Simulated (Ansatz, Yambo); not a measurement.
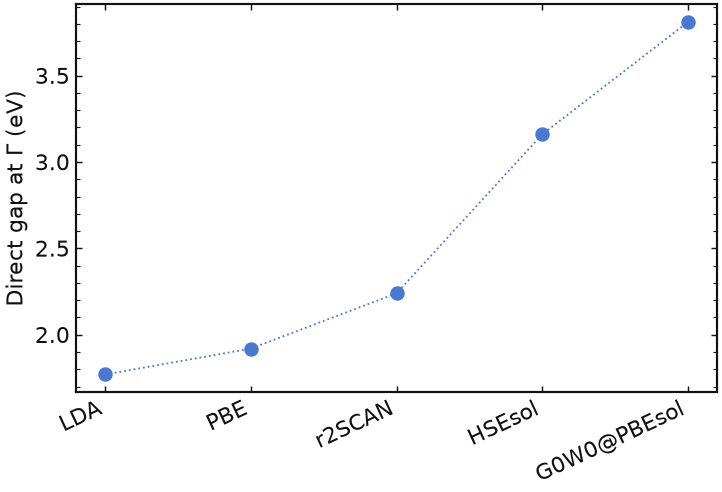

Direct gap at Γ, by several methods on one cell of Br, space group Cmce (No. 64), 4 atoms in the primitive cell; a = 4.09 Å, b = 4.09 Å, c = 8.70 Å, α = 90.00°, β = 90.00°, γ = 69.26°. All runs are without spin-orbit coupling and carry no moments. In some of the methods the smallest gap is indirect or lies off these points.

```
     method  program  Γ (eV)
        LDA   Ansatz    1.77
        PBE   Ansatz    1.92
     r2SCAN   Ansatz    2.24
     HSEsol   Ansatz    3.16
G0W0@PBEsol    Yambo    3.81
```

### One method is left out: G0W0@LDA. Predict its row. It was run as: LDA, PseudoDojo 0.4.1 SR LDA standard, 4×4×2 k mesh, 599 eV cutoff, fixed occupations (Yambo), G0W0 with frequency dependence of W plasmon pole, bands in the response 134, bands in the self-energy 134, cutoff of the response matrix 8 Ry and cutoff of exchange and Vxc 44 Ry.

It starts from LDA, whose row gives 1.77 eV at Γ in another program. G0W0@LDA gives 3.69 eV at Γ, which is +1.92 eV from LDA at Γ.

### How do the methods rank at Γ?

From low to high: LDA 1.77, PBE 1.92, r2SCAN 2.24, HSEsol 3.16, G0W0@LDA 3.69, G0W0@PBEsol 3.81 eV.

Settings. LDA: Ansatz PAW, 7×7×3 k mesh, 420 eV cutoff, Fermi-Dirac smearing of 0.05 eV (Ansatz 0.2.0). PBE: Ansatz PAW, 7×7×3 k mesh, 420 eV cutoff, Gaussian smearing of 0.029 eV (Ansatz). r2SCAN: Ansatz PAW, 7×7×3 k mesh, 500 eV cutoff, Fermi-Dirac smearing of 0.05 eV (Ansatz). HSEsol: Ansatz PAW, 4×4×2 k mesh, 420 eV cutoff, Fermi-Dirac smearing of 0.05 eV (Ansatz 0.2.0). G0W0@PBEsol: PBEsol, PseudoDojo 0.4.1 SR PBEsol standard, 4×4×2 k mesh, 626 eV cutoff, fixed occupations (Yambo 5.3.0), G0W0 with frequency dependence of W plasmon pole, bands in the response 134, bands in the self-energy 134, cutoff of the response matrix 8 Ry and cutoff of exchange and Vxc 46 Ry.

These are six of the 16 methods that were run on this cell. The runs come from different programs and meshes, which adds differences of its own. Spin-orbit coupling is left out, which matters for Br. LDA, r2SCAN and HSEsol: the PAW data sets were made with another functional. LDA, GGA and most meta-GGA functionals understate gaps. G0W0@LDA and G0W0@PBEsol: the k mesh is thin for GW. HSEsol: the k mesh is thin for exact exchange. Over all k points computed the smallest gap is 1.71 eV in LDA, 3.03 eV in HSEsol, 3.52 eV in G0W0@LDA (mesh alone) and 3.63 eV in G0W0@PBEsol (mesh alone). The GW runs differ in bands or cutoffs. The GW values are at finite bands, cutoffs and mesh, short of the basis limit.
